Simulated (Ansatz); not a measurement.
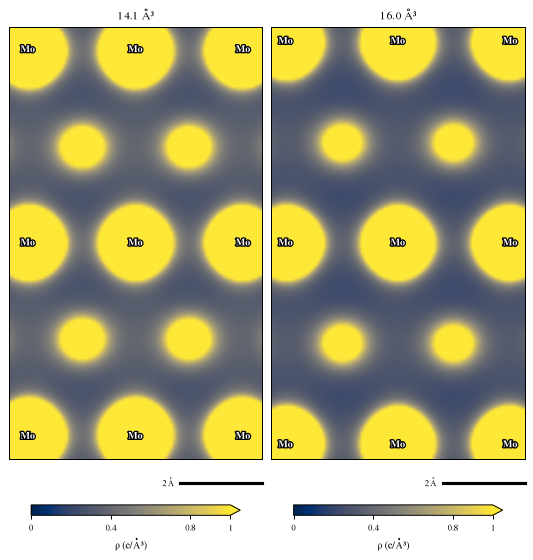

Mo. The valence pseudo-density of cells scaled evenly to different volumes (given per atom above each panel), on the (100) plane of each (indices in the axes of the cell below), at one length scale and on one colour scale.

A generated structure, not necessarily the stable one; computed without spin polarisation.

These are results of DFT, r2SCAN, plane waves (500 eV) with PAW, scalar-relativistic (Ansatz), not measurements.

The largest cell:

```
Mo
1.0
     2.73844    0.00000    0.00000
    -1.36922    2.37156    0.00000
     0.00000    0.00000    4.91911
Mo
2
Direct
  0.33333 0.66667 0.25000
  0.66667 0.33333 0.75000
```

| volume (Å³/atom) | Mo–Mo contact in the plane (Å) | ρ at its midpoint (e/Å³) | 
| --- | --- | --- |
| 14.06 | 2.624 | 0.449 | 
| 15.33 | 2.701 | ? | 
| 15.97 | 2.738 | 0.376 | 

> Estimate the missing row, and compare with the calculation.

Over the known rows ln ρ falls by 1.56 per Å of Mo–Mo distance (the line through the two), which gives 0.398 e/Å³ at 2.701 Å; the calculation gives 0.398 e/Å³.
